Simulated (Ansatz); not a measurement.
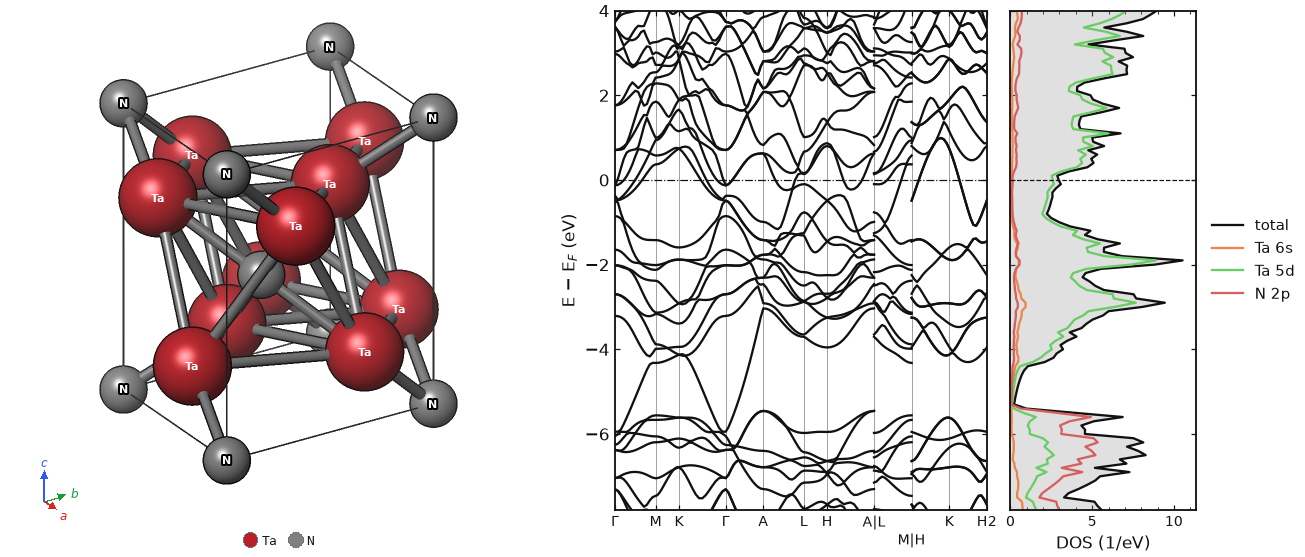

Band structure and density of states, beside the structure. Energies are counted from the Fermi level. The partial curves are projected on Löwdin-orthogonalised atomic shells.

System: Ta₂N, space group P-31m, 9 atoms in the cell.

```
Ta N
1.0
     5.26410    0.00000    0.00000
    -2.63205    4.55884    0.00000
     0.00000    0.00000    4.91260
Ta N
6 3
Cartesian
  1.7551 3.0399 3.6982
  -0.8770 1.5190 3.6982
  1.7540 0.0000 3.6982
  0.8770 1.5190 1.2144
  -1.7551 3.0399 1.2144
  3.5101 0.0000 1.2144
  2.6320 1.5196 2.4563
  0.0000 3.0392 2.4563
  0.0000 0.0000 0.0000
```

Ansatz 0.2.0; DFT PBEsol, scalar-relativistic, plane waves, PAW, no spin polarisation, 12×12×8 k mesh, 420 eV cutoff, Gaussian smearing of 0.1 eV.

Is there a gap at the Fermi level?

A metal: 4 bands cross the Fermi level along this path.

What is the density of states at the Fermi level?

The density of states at the Fermi level is about 3 per eV and cell (mean within 0.25 eV), or 0.34 per atom.

Which levels at M lie nearest to the Fermi level?

At M the nearest levels lie 1.42 eV below and 0.37 eV above the Fermi level.

The electron count is odd and the run has no spin polarisation, so a magnetic state may lie lower. Spin-orbit coupling is left out, which matters for Ta.
